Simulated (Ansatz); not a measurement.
Input file:

```
crystal:
  lattice:
    - [6.3041325622, 0.0, 0.0]
    - [0.0, 6.3041325622, 0.0]
    - [0.0, 0.0, 6.3041325622]
  atoms:
    - { symbol: Cs, position: [0.0, 0.0, 0.0] }
    - { symbol: Sn, position: [0.5, 0.5, 0.5] }
    - { symbol: I, position: [0.0, 0.5, 0.5] }
    - { symbol: I, position: [0.5, 0.0, 0.5] }
    - { symbol: I, position: [0.5, 0.5, 0.0] }
basis:
  ecutwfc: 420
kpoints:
  mp_grid: { grid: [6, 6, 6] }
hamiltonian:
  xc: pbe
scf:
  occupations: { method: gaussian, width: 0.02 }
output:
  forces: true
  stress: true
  eigenvalues: true
  write_density: true
  write_potential: true
  elf: true
  volumetric_format: npy
relax:
  adjacent_minimum: "off"
  f_tol: 0.008
  max_steps: 50
  cell: { stress_tol: 0.08, p_target: -1.0 }
```

Command:

```sh
ansatz run input.yaml --threads 1 --pin off --max-ram 2560MiB --backend cpu --events-out ev --progress --plain --runs-dir out
```

Below, planes, directions and counts refer to the conventional cell (a = 6.44 Å, b = 6.44 Å, c = 6.44 Å, α = 90.00°, β = 90.00°, γ = 90.00°).

The fields are those of the relaxed geometry.

Space group Pm-3m.

Theory: Ansatz, DFT PBE, scalar-relativistic, plane waves, PAW.

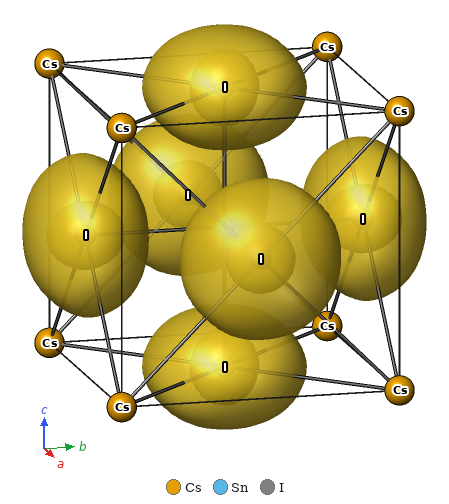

CsSnI$_{3}$. Isosurface of the electron localisation function at 0.6 (yellow), seen slightly off an axis. Core shells and regions of very low density are left out. Sticks mark near contacts.

In a PAW calculation such maps are meaningful between the atoms, not at the nuclei.

What do the ELF domains correspond to?

Answer. At this value the surface marks out three regions wrapped around I (the valence shell of each), counted in one cell of 5 atoms. Any copies at cell faces, edges or corners count once. Profiles from the grid: Sn–I (3.22 Å): the ELF peaks at about 0.70 in the valence shell of I, 1.2 Å from its nucleus, and drops to about 0.30 between the two atoms. Cs–I (4.55 Å): the ELF peaks at about 0.80 in the valence shell of I, 1.4 Å from its nucleus, and drops to about 0 between the two atoms: an ionic contact with no shared pair.
